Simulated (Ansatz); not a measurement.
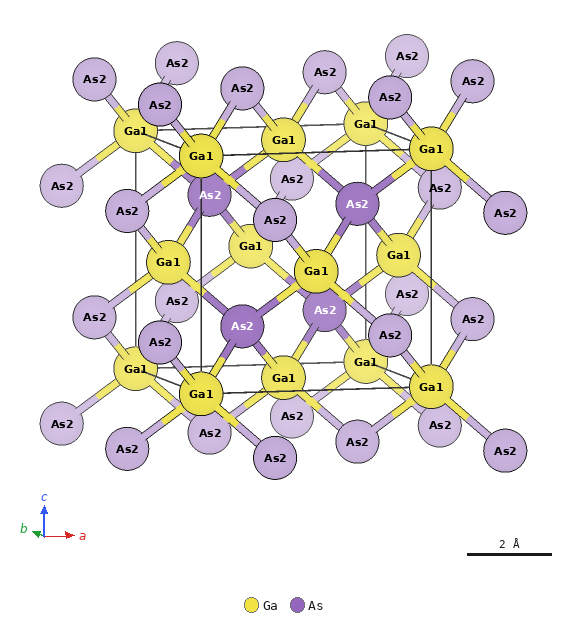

The structure as given in the input (ball-and-stick view of the cell 4 times as large as that of the calculation, set on its symmetry axes, seen slightly off an axis; neighbours outside the cell are drawn fainter; atoms are numbered from 1 in the order of the input).

# Two runs on GaAs

System: GaAs (F-43m, 2 atoms in the cell).
Method of the first run: DFT LDA, scalar-relativistic, plane waves, PAW, no spin polarisation (Ansatz 0.2.0).

The structure derives from a Materials Project entry. Text and figures count atoms from 1; the logs count them from 0 in places.

### Input file, the first run
```yaml
crystal:
  lattice:
    - [0.0, 2.87509105, 2.87509105]
    - [2.87509105, 0.0, 2.87509105]
    - [2.87509105, 2.87509105, 0.0]
  atoms:
    - { symbol: Ga, position: [0.0, 0.0, 0.0] }
    - { symbol: As, position: [0.75, 0.75, 0.75] }
basis:
  ecutwfc: 420
kpoints:
  mp_grid: { grid: [12, 12, 12] }
hamiltonian:
  xc: lda
scf:
  occupations: { method: gaussian, width: 0.1 }
output:
  forces: true
  stress: true
  eigenvalues: true
relax:
  adjacent_minimum: "off"
  f_tol: 0.005
  max_steps: 80
  cell: { stress_tol: 0.05 }
```

Command:
```bash
ansatz run input.yaml --threads 4 --pin off --max-ram 8192MiB --backend cpu --events-out ev --progress --plain --runs-dir out
```

Hardware: 4 threads of Intel Xeon @ 2.70GHz, 189 GiB of memory available, shared host.

### Output, shortened to warnings, some set-up lines, iterations and results (the first run)
```
Basis set: ecut = 420 eV, 941 PW (Γ)
Symmetry: 24 space group operations
k-points: 72 of 1728 (time reversal used)
Initial density: superposition of atomic densities (neutral atoms: chi_scale 0, normalization atom), corrected by the library's trained network
[...]
SCF iter   1: F=—  HF=-8481.243874 eV  |F-HF|=—  |Δ(HF+E_count)|=         —  Δρ=5.30e-3  dr2=9.72e-3  ethr=1.77e-3  ⟨swp⟩=5.3  Hψ=6030  notcnv=0
SCF iter   2: F=—  HF=-8481.240563 eV  |F-HF|=—  |Δ(HF+E_count)|=   3.31e-3  Δρ=2.58e-3  dr2=1.31e-3  ethr=3.47e-5  ⟨swp⟩=2.2  Hψ=2557  notcnv=0
SCF iter   3: F=—  HF=-8481.240446 eV  |F-HF|=—  |Δ(HF+E_count)|=   1.17e-4  Δρ=8.04e-4  dr2=2.37e-4  ethr=4.69e-6  ⟨swp⟩=2.0  Hψ=1930  notcnv=0
SCF iter   4: F=—  HF=-8481.240373 eV  |F-HF|=—  |Δ(HF+E_count)|=   7.28e-5  Δρ=2.70e-4  dr2=1.53e-5  ethr=8.46e-7  ⟨swp⟩=2.0  Hψ=1943  notcnv=0
SCF iter   5: F=—  HF=-8481.240371 eV  |F-HF|=—  |Δ(HF+E_count)|=   2.31e-6  Δρ=2.01e-5  dr2=1.04e-7  ethr=5.46e-8  ⟨swp⟩=2.0  Hψ=1798  notcnv=0
[... 25 lines ...]
SCF iter   4: F=—  HF=-8481.297563 eV  |F-HF|=—  |Δ(HF+E_count)|=   3.95e-8  Δρ=3.43e-6  dr2=3.01e-9  ethr=8.09e-11  ⟨swp⟩=2.0  Hψ=1953  notcnv=0
SCF iter   5: F=—  HF=-8481.297563 eV  |F-HF|=—  |Δ(HF+E_count)|=  7.22e-10  Δρ=8.65e-7  dr2=1.39e-10  ethr=1.07e-11  ⟨swp⟩=2.0  Hψ=2302  notcnv=0
SCF iter   6: F=-8481.297563 eV  HF=-8481.297563 eV  |F-HF|=1.82e-12  |Δ(HF+E_count)|=  7.28e-12  Δρ=1.65e-7  dr2=4.09e-12  ethr=1.00e-12  ⟨swp⟩=5.1  Hψ=5612  notcnv=0
SCF 5 converged in 6 iterations: F = -8481.297563 eV  dr2 = 4.09e-12
relax step   5: F+E_penalty+E_count = -8481.29756328 eV  Δ(F+E_penalty+E_count) = +5.684e-4 eV  max|allowed force component| = 4.568e-17 eV/Å  Δτ_max = 0.0000 Å  P = -0.006 …
basis re-selected at this cell: Δ(F+E_penalty+E_count) = +5.684e-4 eV, ΔP = -0.003 GPa vs the last step (what re-selecting the basis moved, of the pressure what is left beyond the Pulay correction that the steps carried, after the strain that the cell walked since its last selection, with what the …
SCF converged after 6 iterations
Free energy (F): -8481.297563 eV
Harris-Foulkes:  -8481.297563 eV  (|F-HF|=1.82e-12)
Internal energy: -8481.297563 eV  (E = F + TS)
E sigma→0 (E₀):  -8481.297563 eV
Entropy (-TS):   -0.000000 eV (-0.000 meV/atom)
Fermi energy:    8.491611 eV
--- Per-component energies (eV) ---
  E_band       = -315.035911
  E_kinetic    = 220.937662
  E_local      = -3887.743077  (includes V_loc(G=0)·N_el)
  E_nonlocal   = -238.592239
  E_hartree    = 1958.217713
  E_xc         = -148.328585
  E_vxc        = -138.914597  (∫ρ·V_xc dr)
  E_paw        = -3666.630249  (= ΣΔE_a)
  E_vpaw       = -187.158934  (= ΣTr[D̂ρ^β])
  E_aug_tail   = -0.000107  (compensation charges beyond the density's cutoff)
  E_ewald      = -2722.962392
  E_core_change = 3.803710  (= ΣΔE_core)
  E_smearing   = -0.000000  (= −TS)
  E_closure    = -0.000000  (closes the sum)
  Σ components = -8481.297563   (vs F -8481.297563, Δ=0.00e0)
--- Forces (eV/Å), atoms counted from 1 ---
  atom   1  Ga    -0.00000000    -0.00000000     0.00000000
  atom   2  As     0.00000000     0.00000000    -0.00000000
  max |Σ_I F_I| component: 7.52e-17 eV/Å
--- Stress (GPa, compression-positive) ---
       -0.005658      -0.000000      -0.000000
       -0.000000      -0.005658       0.000000
        0.000000       0.000000      -0.005658
  P = ⅓ Tr σ = -0.0057 GPa (-0.057 kbar)
--- Relaxed structure (4 steps of the walk, 4 accepted, 1 SCFs on fresh bases) ---
  F+E_penalty+E_count = -8481.29756328 eV   max|allowed force component| = 4.568e-17 eV/Å   (the final SCF, on the basis selected at the relaxed cell)
  cell:  # Å, volume = 43.9836 Å³
    - [-6.496599341941877e-34, 2.801690785864537, 2.801690785864537]
    - [2.801690785864537, 5.783247257336495e-33, 2.801690785864537]
    - [2.801690785864537, 2.801690785864537, 5.999800568734558e-33]
[...]
```

For the second run the input was changed thus:
```diff
+  ecutrho_ratio: 4
+  dispersion: d3bjatm
```

Predict how the results change.

The total energies belong to different models, so their difference says nothing on which is more stable or more accurate. The gap on the mesh goes from 0.49 to 0.72 eV. The volume per atom goes from 21.99 to 21.32 Å³. The number of SCF iterations is the same.

### Output, shortened to warnings, some set-up lines, iterations and results (the second run)
```
Warning: the engine holds no damping parameters fitted to this dispersion correction and functional, so the run takes those fitted to pbe (hamiltonian.dispersion, under Limitations)
Basis set: ecut = 420 eV, 941 PW (Γ)
Symmetry: 24 space group operations
k-points: 72 of 1728 (time reversal used)
Initial density: superposition of atomic densities (neutral atoms: chi_scale 0, normalization atom), corrected by the library's trained network
[...]
SCF iter   1: F=—  HF=-8481.828401 eV  |F-HF|=—  |Δ(HF+E_count)|=         —  Δρ=5.30e-3  dr2=9.72e-3  ethr=1.77e-3  ⟨swp⟩=5.3  Hψ=6030  notcnv=0
SCF iter   2: F=—  HF=-8481.825090 eV  |F-HF|=—  |Δ(HF+E_count)|=   3.31e-3  Δρ=2.58e-3  dr2=1.31e-3  ethr=3.47e-5  ⟨swp⟩=2.2  Hψ=2557  notcnv=0
SCF iter   3: F=—  HF=-8481.824973 eV  |F-HF|=—  |Δ(HF+E_count)|=   1.17e-4  Δρ=8.04e-4  dr2=2.37e-4  ethr=4.69e-6  ⟨swp⟩=2.0  Hψ=1930  notcnv=0
SCF iter   4: F=—  HF=-8481.824900 eV  |F-HF|=—  |Δ(HF+E_count)|=   7.28e-5  Δρ=2.70e-4  dr2=1.53e-5  ethr=8.46e-7  ⟨swp⟩=2.0  Hψ=1943  notcnv=0
SCF iter   5: F=—  HF=-8481.824898 eV  |F-HF|=—  |Δ(HF+E_count)|=   2.31e-6  Δρ=2.01e-5  dr2=1.04e-7  ethr=5.46e-8  ⟨swp⟩=2.0  Hψ=1798  notcnv=0
[... 25 lines ...]
SCF iter   4: F=—  HF=-8481.940782 eV  |F-HF|=—  |Δ(HF+E_count)|=   8.70e-8  Δρ=4.62e-6  dr2=5.07e-9  ethr=1.85e-10  ⟨swp⟩=2.0  Hψ=1954  notcnv=0
SCF iter   5: F=—  HF=-8481.940782 eV  |F-HF|=—  |Δ(HF+E_count)|=  9.64e-10  Δρ=1.17e-6  dr2=2.44e-10  ethr=1.81e-11  ⟨swp⟩=2.0  Hψ=2302  notcnv=0
SCF iter   6: F=-8481.940782 eV  HF=-8481.940782 eV  |F-HF|=1.82e-12  |Δ(HF+E_count)|=  7.28e-12  Δρ=2.15e-7  dr2=6.58e-12  ethr=1.00e-12  ⟨swp⟩=3.9  Hψ=6569  notcnv=0
SCF 5 converged in 6 iterations: F = -8481.940782 eV  dr2 = 6.58e-12
relax step   5: F+E_penalty+E_count = -8481.94078194 eV  Δ(F+E_penalty+E_count) = +7.811e-4 eV  max|allowed force component| = 1.572e-17 eV/Å  Δτ_max = 0.0000 Å  P = -0.003 …
basis re-selected at this cell: Δ(F+E_penalty+E_count) = +7.811e-4 eV, ΔP = -0.005 GPa vs the last step (what re-selecting the basis moved, of the pressure what is left beyond the Pulay correction that the steps carried, after the strain that the cell walked since its last selection, with what the …
SCF converged after 6 iterations
Free energy (F): -8481.940782 eV
Harris-Foulkes:  -8481.940782 eV  (|F-HF|=1.82e-12)
Internal energy: -8481.940782 eV  (E = F + TS)
E sigma→0 (E₀):  -8481.940782 eV
Fermi energy:    9.046073 eV
--- Per-component energies (eV) ---
  E_band       = -304.637138
  E_kinetic    = 221.847791
  E_local      = -3842.190747  (includes V_loc(G=0)·N_el)
  E_nonlocal   = -238.593756
  E_hartree    = 1940.369904
  E_xc         = -148.831504
  E_vxc        = -139.561635  (∫ρ·V_xc dr)
  E_paw        = -3666.498199  (= ΣΔE_a)
  E_vpaw       = -186.878413  (= ΣTr[D̂ρ^β])
  E_aug_tail   = -0.000134  (compensation charges beyond the density's cutoff)
  E_ewald      = -2751.194645
  E_disp       = -0.653202  (pairwise vdW)
  E_core_change = 3.803710  (= ΣΔE_core)
  E_smearing   = -0.000000  (= −TS)
  E_closure    = -0.000000  (closes the sum)
  Σ components = -8481.940782   (vs F -8481.940782, Δ=0.00e0)
--- Forces (eV/Å), atoms counted from 1 ---
  atom   1  Ga    -0.00000000     0.00000000     0.00000000
  atom   2  As     0.00000000     0.00000000    -0.00000000
  max |Σ_I F_I| component: 2.41e-17 eV/Å
--- Stress (GPa, compression-positive) ---
       -0.002746       0.000000       0.000000
        0.000000      -0.002746       0.000000
        0.000000       0.000000      -0.002746
  P = ⅓ Tr σ = -0.0027 GPa (-0.027 kbar)
--- Relaxed structure (4 steps of the walk, 4 accepted, 1 SCFs on fresh bases) ---
  F+E_penalty+E_count = -8481.94078194 eV   max|allowed force component| = 1.572e-17 eV/Å   (the final SCF, on the basis selected at the relaxed cell)
  cell:  # Å, volume = 42.6434 Å³
    - [2.1846222768624327e-33, 2.7729403502603645, 2.7729403502603645]
    - [2.7729403502603645, 4.974347775738954e-33, 2.7729403502603645]
    - [2.7729403502603645, 2.7729403502603645, 3.6813971269618324e-33]
[...]
```

### The two runs side by side

| quantity | the first run | the second run |
| --- | --- | --- |
| outcome | converged | converged |
| free energy per atom (eV) | −4240.6488 | −4240.9704 |
| gap on the mesh (eV) | 0.49 | 0.72 |
| pressure (GPa) | −0.01 | 0.00 |
| volume per atom (Å³) | 21.99 | 21.32 |
| largest force (eV/Å) | 0.000 | 0.000 |
| SCF iterations | 25 | 25 |
| irreducible k-points | 72 | 72 |
| wall time (shared host) | 16 s | 16 s |

For the second run: Warnings: the dispersion correction has no parameters fitted for this combination and takes those fitted for PBE.
